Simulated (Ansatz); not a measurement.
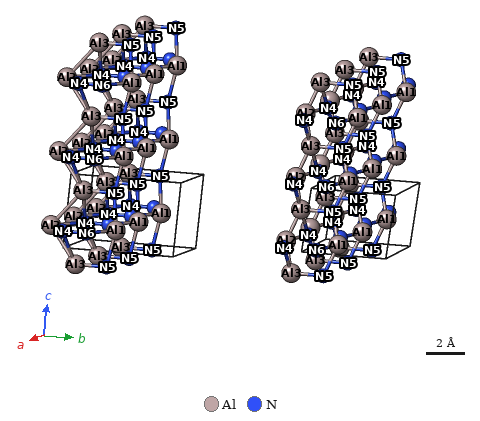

Two geometries of crystalline AlN (a generated structure, set up in P2) (coarse preliminary run), drawn at one scale. One is the start of a relaxation, the other its converged end. Style: ball-and-stick. Shown: the cell of the calculation, repeated 3 × 1 × 3 with one cell outlined, slightly off an axis.

Theory: DFT PBE, scalar-relativistic, plane waves, PAW in Ansatz. Settings: plane-wave cutoff 420 eV; k-point mesh 6 × 4 × 6; occupations gaussian; smearing width 0.1 eV; no spin polarisation; cell and atoms relaxed; force threshold 0.04 eV/Å; at most 70 steps.

Which one is relaxed?

The left one is the relaxed one. Over 12 accepted moves (16 points after the start) the energy falls by 2025 meV per atom. The largest force component goes from 11 to 0.023 eV/Å. The pressure goes from 94.09 to 0.01 GPa. The line search rejected the trial steps at points 6, 9 of the run. The SCF was repeated twice at an unchanged geometry on a basis and grid sized afresh for the cell, which shifted the energy by 100 meV per atom at most. Al3 moves most relative to the cell: 0.72 Å along +b. Largest moves by element: Al 0.72 Å, N 0.67 Å. Cell: a 3.522 → 3.305 Å (−6.2 %), b 4.887 → 6.379 Å (+30.5 %), c 3.522 → 4.016 Å (+14.0 %), β 113.8° → 103.6°. Volume +48.4 %. Among the contacts that change: Al1–Al2 1.870 → 2.622 Å, Al2–Al3 1.852 → 2.595 Å, N4–N6 1.870 → 1.376 Å, N5–N6 1.923 → 2.404 Å. New bonds form: N4–N6 (1.87 → 1.38 Å). Among the angles between lasting bonds that change: Al2–Al3–Al2 143.9° → 101.4°, N4–Al2–N4 143.9° → 103.0°, Al2–N4–Al2 143.9° → 103.0°. The space group stays P2 (No. 3). The run took 2.6 min on 1 thread of Arm Neoverse V1 (shared host), peak memory 0.39 GiB.
